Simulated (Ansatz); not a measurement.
## Electronic structure of Ge in real space

Input

```
crystal:
  lattice:
    - [5.24058, 0.0, 0.0]
    - [0.0, 5.24058, 0.0]
    - [0.0, 0.0, 2.65536]
  atoms:
    - { symbol: Ge, position: [0.0, 0.0, 0.0] }
    - { symbol: Ge, position: [0.0, 0.5, 0.0] }
    - { symbol: Ge, position: [0.5, 0.0, 0.0] }
hamiltonian:
  xc: { exchange: pbe, correlation: pbe, exx: { coeff: 0.05, omega: 0.2 } }
  pseudopotentials: { kind: paw }
kpoints:
  mp_grid: { grid: [3, 3, 5] }
scf:
  occupations: { method: fermi_dirac, width: 0.05 }
output:
  forces: true
  stress: true
  eigenvalues: true
  write_density: true
  write_potential: true
  elf: true
  volumetric_format: npy
```

Below, planes, directions and counts refer to the conventional cell (a = 5.24 Å, b = 5.24 Å, c = 2.66 Å, α = 90.00°, β = 90.00°, γ = 90.00°).

Space group P4/mmm; a generated structure, not necessarily the stable one.

Computed with Kohn-Sham DFT of a periodic cell, HSE06 form with a typed share of exact exchange, Ansatz PAW in Ansatz.

Core electrons are frozen (PAW), and the valence fields are smoothed inside the atomic spheres.

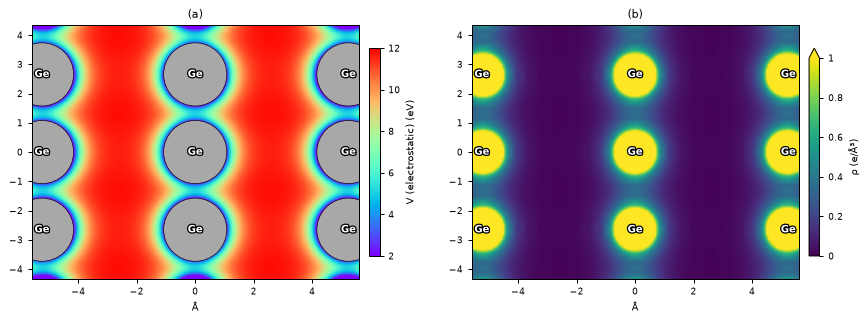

Figure 1. (a) electrostatic potential (local pseudopotential plus Hartree) felt by an electron; (b) valence pseudo-density on the (100) plane of the conventional cell. Grey discs cover the atomic cores in the potential map.

**Read the bonding off the picture.**

Atoms in the plane: Ge.
Between the atoms the lowest density in this plane is 0.01 e/Å³.
Outside the cores the potential energy rises away from the atoms and is highest about 2.9 Å from the nearest atoms; its zero is arbitrary.

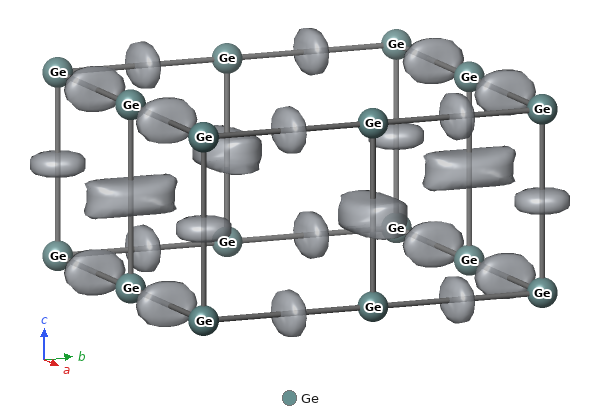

Figure 2. Isosurface of the electron localisation function at 0.55 (grey), seen slightly off an axis. Core shells and regions of very low density are left out. Sticks mark near contacts.

**Describe the localisation domains.**

The surface consists of seven regions between bonded Ge–Ge atoms, counted in one cell of 3 atoms. Regions shared between cells count once. Profiles from the grid: Ge–Ge (2.62 Å): the ELF peaks at about 0.60 between the atoms.

**Does the calculation make it a metal, or give it a gap?**

It is gapless in this calculation (a metal or semimetal).
